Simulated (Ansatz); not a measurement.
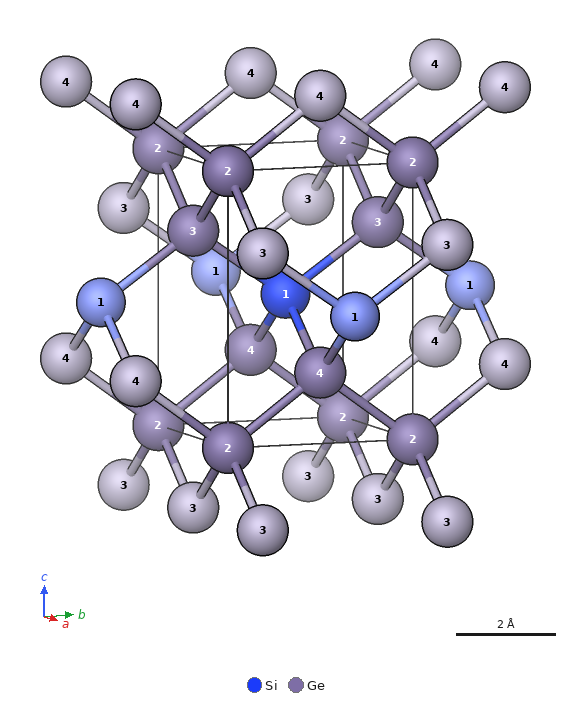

The input geometry (ball-and-stick view of the cell of the calculation, seen slightly off an axis; neighbours outside the cell are drawn fainter; atoms are numbered from 1 in the order of the input). An atom can appear more than once, as a periodic image.

# Ge3Si: geometry relaxation (part 1 of 2)

The run: geometry relaxation of Ge3Si (P-4m2, 4 atoms in the cell). Method and program: DFT PBE, scalar-relativistic, plane waves, PAW (Ansatz 0.2.0).

The structure was made by a generator, so it may or may not be a known phase. The run did not end well. Figures and captions count atoms from 1; the log counts them from 0 in places.

**The input**
```yaml
crystal:
  lattice:
    - [4.0140030984, 0.0, 0.0]
    - [0.0, 4.0140030984, 0.0]
    - [0.0, 0.0, 5.6764208756]
  atoms:
    - { symbol: Si, position: [0.5, 0.5, 0.5] }
    - { symbol: Ge, position: [0.0, 0.0, 0.0] }
    - { symbol: Ge, position: [0.5, 0.0, 0.743539856] }
    - { symbol: Ge, position: [0.0, 0.5, 0.256460144] }
basis:
  ecutwfc: 420
kpoints:
  mp_grid: { grid: [10, 10, 6] }
hamiltonian:
  xc: pbe
scf:
  occupations: { method: gaussian, width: 0.01 }
output:
  forces: true
  stress: true
  eigenvalues: true
elastic:
  mode: relaxed_ion
  stencil: two_point
```

Run on 1 thread of Intel Xeon @ 2.50GHz (Skylake/Cascade Lake), 189 GiB of memory available, shared host.

Run as:
```bash
ansatz run input.yaml --threads 1 --pin off --max-ram 2560MiB --backend cpu --events-out ev --progress --plain --runs-dir out
```

**Log**
```
Engine: ansatz 0.2.0, x86_64-unknown-linux-gnu
Pseudopotentials: kind: paw
Pseudopotential: Si, paw, valence charge 4, recommended cutoff 420 eV (normal), Si.paw.azcp
Pseudopotential: Ge, paw, valence charge 14, recommended cutoff 420 eV (normal), Ge.paw.azcp
Functional definition: PBE
  parameter kappa = 0.804
  parameter beta = 0.06672455060314922
  exchange = pbe_x(kappa = kappa, mu = beta*pi^2/3)
  correlation = pbe_c(beta = beta)
Crystal: 4 atoms, lattice volume = 91.460 Å³
Basis set: ecut = 420 eV, 1787 PW (Γ), exchange–correlation on 54×54×80 points (8 copies of the dense FFT grid, shifted against one another)
Bands: 28, of which v1, the nominal top of the filled ones, is band 23 counted from 1 (22 counted from 0)
Symmetry: 8 space group operations
Space group: P-4m2 (ITA 115), of the structure as read, at distance tolerance 4.5e-5 Å
k-points: 84 of 600 (time reversal used)
Non-local potential: Si, projectors of the file, l = 0: 2, l = 1: 2, l = 2: 2
Non-local potential: Ge, projectors of the file, l = 0: 2, l = 1: 2, l = 2: 3, l = 3: 1
PAW form: soft (Blöchl's): semilocal exchange-correlation on the pseudo side does not see the compensation charge
PAW one-centre angular grid: Si, 110 points (default); XC on 64 Gauss nodes
PAW one-centre angular grid: Ge, 590 points (default); XC on 64 Gauss nodes
Initial density: superposition of atomic densities (neutral atoms: chi_scale 0, normalization atom), corrected by the library's trained network
Initial wavefunctions: pseudopotential atomic-orbital guess
Functional: x = pbe(κ = 0.804, μ = 0.2195149727645171), c = pbe(β = 0.06672455060314922)
SCF iter   1: F=—  HF=-13520.695970 eV  |F-HF|=—  |Δ(HF+E_count)|=         —  Δρ=1.45e-3  dr2=2.22e-3  ethr=1.77e-3  ⟨swp⟩=6.8  Hψ=10614  notcnv=0
preconditioner: auto → Resta (q_TF=auto, 2.433 Å⁻¹)  ε∞=2.6  [insulator: Δε(μ)=0.161 eV  Ē_g=20.847 eV  σ=0.010 eV  W_gap=1.00  n_scr=20 (ndim 8)  ℏωp=26.3 eV  f_vac=0.038  D(μ)=0.00/eV (n_scr^D=0)  ε∞_Penn≈2.6]
SCF iter   2: F=—  HF=-13520.694918 eV  |F-HF|=—  |Δ(HF+E_count)|=   1.05e-3  Δρ=9.77e-4  dr2=9.30e-4  ethr=4.83e-6  ⟨swp⟩=2.0  Hψ=5289  notcnv=0  defer=76
SCF iter   3: F=—  HF=-13520.694855 eV  |F-HF|=—  |Δ(HF+E_count)|=   6.25e-5  Δρ=4.17e-4  dr2=2.24e-4  ethr=2.02e-6  ⟨swp⟩=2.0  Hψ=4536  notcnv=0  defer=76
SCF iter   4: F=—  HF=-13520.694937 eV  |F-HF|=—  |Δ(HF+E_count)|=   8.16e-5  Δρ=1.74e-4  dr2=1.59e-5  ethr=4.86e-7  ⟨swp⟩=2.0  Hψ=3177  notcnv=0  defer=76
SCF iter   5: F=—  HF=-13520.694957 eV  |F-HF|=—  |Δ(HF+E_count)|=   1.98e-5  Δρ=5.00e-5  dr2=1.55e-6  ethr=3.46e-8  ⟨swp⟩=2.0  Hψ=4176  notcnv=0  defer=76
SCF iter   6: F=—  HF=-13520.694959 eV  |F-HF|=—  |Δ(HF+E_count)|=   1.75e-6  Δρ=1.12e-5  dr2=1.30e-7  ethr=3.36e-9  ⟨swp⟩=2.0  Hψ=4200  notcnv=0  defer=76
SCF iter   7: F=—  HF=-13520.694959 eV  |F-HF|=—  |Δ(HF+E_count)|=   3.94e-8  Δρ=5.77e-6  dr2=1.39e-8  ethr=2.83e-10  ⟨swp⟩=2.0  Hψ=4198  notcnv=0  defer=76
SCF iter   8: F=—  HF=-13520.694959 eV  |F-HF|=—  |Δ(HF+E_count)|=   7.85e-9  Δρ=2.56e-6  dr2=2.55e-9  ethr=3.02e-11  ⟨swp⟩=2.0  Hψ=4192  notcnv=0  defer=76
SCF iter   9: F=—  HF=-13520.694959 eV  |F-HF|=—  |Δ(HF+E_count)|=   1.19e-9  Δρ=9.91e-7  dr2=5.20e-10  ethr=5.55e-12  ⟨swp⟩=2.0  Hψ=4192  notcnv=0  defer=76
SCF iter  10: F=—  HF=-13520.694959 eV  |F-HF|=—  |Δ(HF+E_count)|=  2.06e-10  Δρ=6.30e-8  dr2=3.03e-12  ethr=1.13e-12  ⟨swp⟩=2.0  Hψ=4200  notcnv=0  defer=76
SCF iter  11: F=—  HF=-13520.694959 eV  |F-HF|=—  |Δ(HF+E_count)|=  7.28e-12  Δρ=1.85e-8  dr2=3.90e-13  ethr=6.58e-15 (applied; sched 1.00e-12)  ⟨swp⟩=2.0  Hψ=4200  notcnv=0  defer=84
SCF iter  12: F=-13520.694959 eV  HF=-13520.694959 eV  |F-HF|=0.00e0  |Δ(HF+E_count)|=  3.64e-12  Δρ=3.18e-9  dr2=1.56e-14  ethr=1.00e-12  ⟨swp⟩=7.2  Hψ=8714  notcnv=0
SCF 1 converged in 12 iterations: F = -13520.694959 eV  dr2 = 1.56e-14
  greatest PAW one-centre occupation: 0.998 electrons in one spin orbital (limit 2), on the Ge atom at site 1 (counted from 0), in its partial waves of l = 2
Crystal: 4 atoms, lattice volume = 91.277 Å³
Symmetry: 4 space group operations
k-points: 144 of 600 (time reversal used)
Initial density: handed on by an earlier stage of this run
Initial wavefunctions: pseudopotential atomic-orbital guess (no wavefunctions were taken with the density)
iter 1 solved again at ethr=9.63e-6 eV; its pass at ethr=3.10e-3 eV (dr2=4.43e-3 eV) is discarded
SCF iter   1: F=—  HF=-13520.696599 eV  |F-HF|=—  |Δ(HF+E_count)|=         —  Δρ=4.57e-3  dr2=5.36e-3  ethr=9.63e-6  ⟨swp⟩=2.3  Hψ=26004  notcnv=0
preconditioner: auto → Resta (q_TF=auto, 2.434 Å⁻¹)  ε∞=2.6  [insulator: Δε(μ)=0.138 eV  Ē_g=20.777 eV  σ=0.010 eV  W_gap=1.00  n_scr=20 (ndim 8)  ℏωp=26.4 eV  f_vac=0.033  D(μ)=0.00/eV (n_scr^D=0)  ε∞_Penn≈2.6]
SCF iter   2: F=—  HF=-13520.694986 eV  |F-HF|=—  |Δ(HF+E_count)|=   1.61e-3  Δρ=2.00e-3  dr2=9.33e-4  ethr=9.63e-6  ⟨swp⟩=2.0  Hψ=8071  notcnv=0
SCF iter   3: F=—  HF=-13520.694763 eV  |F-HF|=—  |Δ(HF+E_count)|=   2.22e-4  Δρ=5.05e-4  dr2=8.34e-5  ethr=2.03e-6  ⟨swp⟩=2.0  Hψ=7805  notcnv=0
SCF iter   4: F=—  HF=-13520.694767 eV  |F-HF|=—  |Δ(HF+E_count)|=   3.87e-6  Δρ=4.02e-5  dr2=1.36e-6  ethr=1.81e-7  ⟨swp⟩=2.0  Hψ=7304  notcnv=0
SCF iter   5: F=—  HF=-13520.694771 eV  |F-HF|=—  |Δ(HF+E_count)|=   3.84e-6  Δρ=9.64e-6  dr2=1.54e-7  ethr=2.96e-9  ⟨swp⟩=2.0  Hψ=7340  notcnv=0
SCF iter   6: F=—  HF=-13520.694771 eV  |F-HF|=—  |Δ(HF+E_count)|=   5.24e-9  Δρ=2.92e-6  dr2=1.08e-8  ethr=3.35e-10  ⟨swp⟩=2.0  Hψ=4778  notcnv=0
SCF iter   7: F=—  HF=-13520.694771 eV  |F-HF|=—  |Δ(HF+E_count)|=   1.21e-8  Δρ=1.05e-6  dr2=1.38e-9  ethr=2.35e-11  ⟨swp⟩=2.0  Hψ=7344  notcnv=0
SCF iter   8: F=—  HF=-13520.694771 eV  |F-HF|=—  |Δ(HF+E_count)|=  2.51e-10  Δρ=4.60e-7  dr2=1.86e-10  ethr=3.00e-12  ⟨swp⟩=2.0  Hψ=7344  notcnv=0
SCF iter   9: F=—  HF=-13520.694771 eV  |F-HF|=—  |Δ(HF+E_count)|=  5.64e-11  Δρ=1.10e-7  dr2=1.37e-11  ethr=4.05e-13 (applied; sched 1.00e-12)  ⟨swp⟩=2.0  Hψ=7344  notcnv=0
SCF iter  10: F=—  HF=-13520.694771 eV  |F-HF|=—  |Δ(HF+E_count)|=  1.82e-11  Δρ=2.53e-8  dr2=4.55e-13  ethr=2.97e-14 (applied; sched 1.00e-12)  ⟨swp⟩=2.0  Hψ=7315  notcnv=0
SCF iter  11: F=-13520.694771 eV  HF=-13520.694771 eV  |F-HF|=1.82e-12  |Δ(HF+E_count)|=    0.00e0  Δρ=6.04e-9  dr2=2.71e-14  ethr=1.00e-12  ⟨swp⟩=4.1  Hψ=13777  notcnv=0
SCF 2 converged in 11 iterations: F = -13520.694771 eV  dr2 = 2.71e-14
relax step   1: F+E_penalty+E_count = -13520.69477072 eV  Δ(F+E_penalty+E_count) = +0.000e0 eV  max|allowed force component| = 1.612e-2 eV/Å  Δτ_max = 0.0000 Å  (11 SCF iters, accepted)
Initial wavefunctions: those handed on with the density
iter 1 solved again at ethr=2.17e-9 eV; its pass at ethr=3.10e-3 eV (dr2=9.98e-7 eV) is discarded
SCF iter   1: F=—  HF=-13520.694769 eV  |F-HF|=—  |Δ(HF+E_count)|=         —  Δρ=5.66e-5  dr2=1.00e-6  ethr=2.17e-9  ⟨swp⟩=2.0  Hψ=17626  notcnv=0  defer=144
preconditioner: auto → Resta (q_TF=auto, 2.434 Å⁻¹)  ε∞=2.6  [insulator: Δε(μ)=0.147 eV  Ē_g=20.858 eV  σ=0.010 eV  W_gap=1.00  n_scr=20 (ndim 8)  ℏωp=26.4 eV  f_vac=0.032  D(μ)=0.00/eV (n_scr^D=0)  ε∞_Penn≈2.6]
SCF iter   2: F=—  HF=-13520.694792 eV  |F-HF|=—  |Δ(HF+E_count)|=   2.33e-5  Δρ=3.01e-5  dr2=3.31e-7  ethr=2.17e-9  ⟨swp⟩=1.0  Hψ=3892  notcnv=0  defer=144
SCF iter   3: F=—  HF=-13520.694792 eV  |F-HF|=—  |Δ(HF+E_count)|=   3.48e-8  Δρ=2.40e-6  dr2=5.62e-9  ethr=7.20e-10  ⟨swp⟩=1.0  Hψ=3888  notcnv=0  defer=144
SCF iter   4: F=—  HF=-13520.694792 eV  |F-HF|=—  |Δ(HF+E_count)|=   1.26e-9  Δρ=9.49e-7  dr2=7.71e-10  ethr=1.22e-11  ⟨swp⟩=2.0  Hψ=7200  notcnv=0  defer=144
SCF iter   5: F=—  HF=-13520.694792 eV  |F-HF|=—  |Δ(HF+E_count)|=  1.64e-10  Δρ=3.57e-7  dr2=1.09e-10  ethr=1.68e-12  ⟨swp⟩=2.0  Hψ=7200  notcnv=0  defer=144
SCF iter   6: F=—  HF=-13520.694792 eV  |F-HF|=—  |Δ(HF+E_count)|=  4.73e-11  Δρ=1.09e-7  dr2=1.33e-11  ethr=2.37e-13 (applied; sched 1.00e-12)  ⟨swp⟩=2.0  Hψ=7200  notcnv=0  defer=144
SCF iter   7: F=—  HF=-13520.694792 eV  |F-HF|=—  |Δ(HF+E_count)|=  2.00e-11  Δρ=2.99e-8  dr2=1.04e-12  ethr=2.88e-14 (applied; sched 1.00e-12)  ⟨swp⟩=2.4  Hψ=6598  notcnv=0  defer=144
SCF iter   8: F=—  HF=-13520.694792 eV  |F-HF|=—  |Δ(HF+E_count)|=  1.82e-12  Δρ=1.12e-8  dr2=1.04e-13  ethr=2.26e-15 (applied; sched 1.00e-12)  ⟨swp⟩=2.0  Hψ=7180  notcnv=0  defer=144
SCF iter   9: F=-13520.694792 eV  HF=-13520.694792 eV  |F-HF|=1.82e-12  |Δ(HF+E_count)|=  1.82e-12  Δρ=3.82e-9  dr2=1.39e-14  ethr=1.00e-12  ⟨swp⟩=4.0  Hψ=12456  notcnv=0
SCF 3 converged in 9 iterations: F = -13520.694792 eV  dr2 = 1.39e-14
relax step   2: F+E_penalty+E_count = -13520.69479236 eV  Δ(F+E_penalty+E_count) = -2.164e-5 eV  max|allowed force component| = 1.569e-3 eV/Å  Δτ_max = 0.0008 Å  (9 SCF iters, accepted)
[... from here on the SCF iterations and repeated set-up lines of each step are left out, up to the last step ...]
SCF 4 converged in 8 iterations: F = -13520.694792 eV  dr2 = 3.33e-14
relax step   3: F+E_penalty+E_count = -13520.69479248 eV  Δ(F+E_penalty+E_count) = -1.157e-7 eV  max|allowed force component| = 4.043e-4 eV/Å  Δτ_max = 0.0001 Å  (8 SCF iters, accepted)
SCF 5 converged in 8 iterations: F = -13520.694792 eV  dr2 = 8.75e-15
relax step   4: F+E_penalty+E_count = -13520.69479249 eV  Δ(F+E_penalty+E_count) = -9.564e-9 eV  max|allowed force component| = 1.746e-7 eV/Å  Δτ_max = 0.0000 Å  (8 SCF iters, accepted)
SCF 6 converged in 10 iterations: F = -13520.694792 eV  dr2 = 3.55e-16
SCF 7 converged in 11 iterations: F = -13520.694772 eV  dr2 = 1.71e-14
relax step   1: F+E_penalty+E_count = -13520.69477160 eV  Δ(F+E_penalty+E_count) = +0.000e0 eV  max|allowed force component| = 1.584e-2 eV/Å  Δτ_max = 0.0000 Å  (11 SCF iters, accepted)
SCF 8 converged in 9 iterations: F = -13520.694793 eV  dr2 = 1.40e-14
relax step   2: F+E_penalty+E_count = -13520.69479275 eV  Δ(F+E_penalty+E_count) = -2.115e-5 eV  max|allowed force component| = 1.481e-4 eV/Å  Δτ_max = 0.0007 Å  (9 SCF iters, accepted)
SCF 9 converged in 7 iterations: F = -13520.694793 eV  dr2 = 3.52e-14
relax step   3: F+E_penalty+E_count = -13520.69479275 eV  Δ(F+E_penalty+E_count) = -1.375e-9 eV  max|allowed force component| = 2.339e-6 eV/Å  Δτ_max = 0.0000 Å  (7 SCF iters, accepted)
SCF 10 converged in 10 iterations: F = -13520.694793 eV  dr2 = 5.57e-16
SCF 11 converged in 11 iterations: F = -13520.694820 eV  dr2 = 1.72e-14
relax step   1: F+E_penalty+E_count = -13520.69481959 eV  Δ(F+E_penalty+E_count) = +0.000e0 eV  max|allowed force component| = 5.726e-4 eV/Å  Δτ_max = 0.0000 Å  (11 SCF iters, accepted)
SCF 12 converged in 7 iterations: F = -13520.694820 eV  dr2 = 2.48e-14
relax step   2: F+E_penalty+E_count = -13520.69481961 eV  Δ(F+E_penalty+E_count) = -2.251e-8 eV  max|allowed force component| = 1.224e-4 eV/Å  Δτ_max = 0.0000 Å  (7 SCF iters, accepted)
SCF 13 converged in 8 iterations: F = -13520.694820 eV  dr2 = 4.90e-14
relax step   3: F+E_penalty+E_count = -13520.69481961 eV  Δ(F+E_penalty+E_count) = -1.071e-9 eV  max|allowed force component| = 2.684e-8 eV/Å  Δτ_max = 0.0000 Å  (8 SCF iters, accepted)
SCF 14 converged in 10 iterations: F = -13520.694820 eV  dr2 = 1.81e-16
SCF 15 converged in 11 iterations: F = -13520.694820 eV  dr2 = 3.86e-15
relax step   1: F+E_penalty+E_count = -13520.69482048 eV  Δ(F+E_penalty+E_count) = +0.000e0 eV  max|allowed force component| = 5.920e-4 eV/Å  Δτ_max = 0.0000 Å  (11 SCF iters, accepted)
SCF 16 converged in 7 iterations: F = -13520.694821 eV  dr2 = 2.85e-14
relax step   2: F+E_penalty+E_count = -13520.69482050 eV  Δ(F+E_penalty+E_count) = -2.418e-8 eV  max|allowed force component| = 1.289e-4 eV/Å  Δτ_max = 0.0001 Å  (7 SCF iters, accepted)
SCF 17 converged in 8 iterations: F = -13520.694821 eV  dr2 = 5.87e-14
relax step   3: F+E_penalty+E_count = -13520.69482050 eV  Δ(F+E_penalty+E_count) = -1.197e-9 eV  max|allowed force component| = 2.734e-8 eV/Å  Δτ_max = 0.0000 Å  (8 SCF iters, accepted)
SCF 18 converged in 10 iterations: F = -13520.694821 eV  dr2 = 5.28e-16
SCF 19 converged in 11 iterations: F = -13520.694861 eV  dr2 = 4.19e-15
relax step   1: F+E_penalty+E_count = -13520.69486142 eV  Δ(F+E_penalty+E_count) = +0.000e0 eV  max|allowed force component| = 1.585e-2 eV/Å  Δτ_max = 0.0000 Å  (11 SCF iters, accepted)
SCF 20 converged in 8 iterations: F = -13520.694883 eV  dr2 = 8.67e-14
relax step   2: F+E_penalty+E_count = -13520.69488275 eV  Δ(F+E_penalty+E_count) = -2.132e-5 eV  max|allowed force component| = 1.274e-3 eV/Å  Δτ_max = 0.0009 Å  (8 SCF iters, accepted)
SCF 21 converged in 7 iterations: F = -13520.694883 eV  dr2 = 2.13e-14
relax step   3: F+E_penalty+E_count = -13520.69488287 eV  Δ(F+E_penalty+E_count) = -1.244e-7 eV  max|allowed force component| = 1.617e-4 eV/Å  Δτ_max = 0.0001 Å  (7 SCF iters, accepted)
SCF 22 converged in 7 iterations: F = -13520.694883 eV  dr2 = 4.61e-14
relax step   4: F+E_penalty+E_count = -13520.69488288 eV  Δ(F+E_penalty+E_count) = -3.649e-9 eV  max|allowed force component| = 8.144e-5 eV/Å  Δτ_max = 0.0001 Å  (7 SCF iters, accepted)
SCF 23 converged in 8 iterations: F = -13520.694883 eV  dr2 = 2.78e-14
relax step   5: F+E_penalty+E_count = -13520.69488288 eV  Δ(F+E_penalty+E_count) = -1.435e-9 eV  max|allowed force component| = 5.522e-7 eV/Å  Δτ_max = 0.0000 Å  (8 SCF iters, accepted)
SCF 24 converged in 10 iterations: F = -13520.694883 eV  dr2 = 2.23e-16
SCF 25 converged in 11 iterations: F = -13520.694861 eV  dr2 = 4.10e-15
relax step   1: F+E_penalty+E_count = -13520.69486142 eV  Δ(F+E_penalty+E_count) = +0.000e0 eV  max|allowed force component| = 1.585e-2 eV/Å  Δτ_max = 0.0000 Å  (11 SCF iters, accepted)
SCF 26 converged in 8 iterations: F = -13520.694883 eV  dr2 = 8.70e-14
relax step   2: F+E_penalty+E_count = -13520.69488275 eV  Δ(F+E_penalty+E_count) = -2.132e-5 eV  max|allowed force component| = 1.274e-3 eV/Å  Δτ_max = 0.0009 Å  (8 SCF iters, accepted)
SCF 27 converged in 7 iterations: F = -13520.694883 eV  dr2 = 2.13e-14
relax step   3: F+E_penalty+E_count = -13520.69488287 eV  Δ(F+E_penalty+E_count) = -1.244e-7 eV  max|allowed force component| = 1.617e-4 eV/Å  Δτ_max = 0.0001 Å  (7 SCF iters, accepted)
SCF 28 converged in 7 iterations: F = -13520.694883 eV  dr2 = 4.61e-14
relax step   4: F+E_penalty+E_count = -13520.69488288 eV  Δ(F+E_penalty+E_count) = -3.653e-9 eV  max|allowed force component| = 8.144e-5 eV/Å  Δτ_max = 0.0001 Å  (7 SCF iters, accepted)
```
